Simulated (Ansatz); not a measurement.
## Electronic structure of Li₂S in real space

Input

```
crystal:
  lattice:
    - [0.0, 2.94501406, 2.94501406]
    - [2.94501406, 0.0, 2.94501406]
    - [2.94501406, 2.94501406, 0.0]
  atoms:
    - { symbol: Li, position: [0.25, 0.25, 0.25] }
    - { symbol: Li, position: [0.75, 0.75, 0.75] }
    - { symbol: S, position: [0.0, 0.0, 0.0] }
basis:
  ecutwfc: 420
kpoints:
  mp_grid: { grid: [8, 8, 8] }
hamiltonian:
  xc: pbe
scf:
  occupations: { method: gaussian, width: 0.02 }
output:
  forces: true
  stress: true
  eigenvalues: true
  populations: true
  write_density: true
  write_potential: true
  elf: true
  volumetric_format: npy
```

Run with:

```sh
ansatz run input.yaml --threads 1 --pin off --max-ram 1331MiB --backend cpu --events-out ev --progress --plain --runs-dir out
```

Below, planes, directions and counts refer to the conventional cell (a = 5.89 Å, b = 5.89 Å, c = 5.89 Å, α = 90.00°, β = 90.00°, γ = 90.00°).

Space group Fm-3m; changed on purpose from its base cell (strained and moved within the space group); computed pressure about −3 GPa in this cell.

Computed with DFT PBE, scalar-relativistic, plane waves, PAW in Ansatz 0.2.0.

In a PAW calculation such maps are meaningful between the atoms, not at the nuclei.

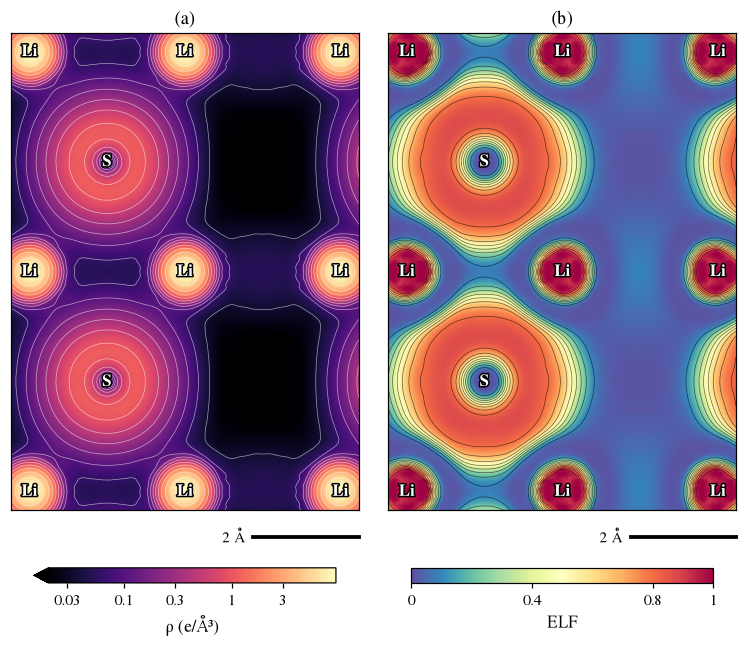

Figure 1. (a) valence electron density; (b) electron localisation function on the (101) plane of the conventional cell.

Q: What do the fields say about this system?

A: The plane passes through Li and S nuclei.
Li–S (2.55 Å): ρ at the midpoint is about 0.25 e/Å³; the ELF peaks at about 0.85 in the valence shell of S, 0.9 Å from its nucleus, and falls to about 0 next to Li; a largely ionic contact.
Between the atoms the lowest density in this plane is 0.01 e/Å³.
The features right at Li lie inside the PAW spheres, where the map follows smoothed inner orbitals and isn't to be read closely.

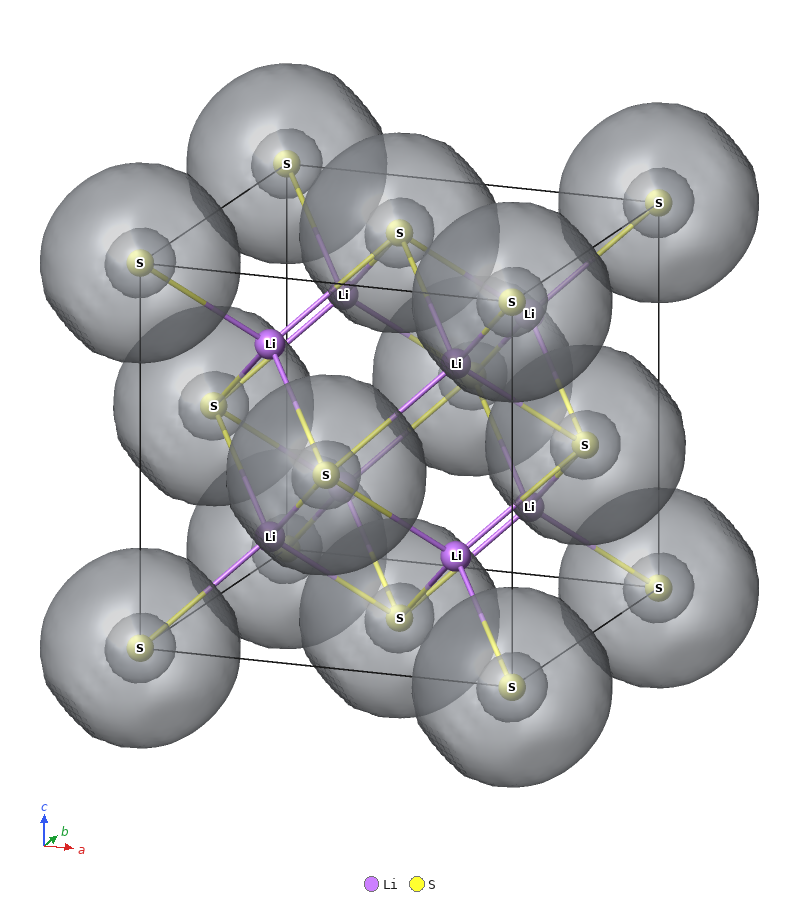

Figure 2. Isosurface of the ELF at 0.65 (grey), seen slightly off an axis. Only the valence region is drawn (cores and ρ < 0.01 e/Å³ removed). Sticks mark near contacts.

Q: What do the ELF domains correspond to?

A: At this value the surface marks out four regions wrapped around S (the valence shell of each), counted in one cell of 12 atoms. Any copies at cell faces, edges or corners count once.

Q: Does the calculation give a band gap?

A: It is gapped, with a Kohn–Sham gap of 3.4 eV on the k-point mesh, an upper bound to the gap of this method.
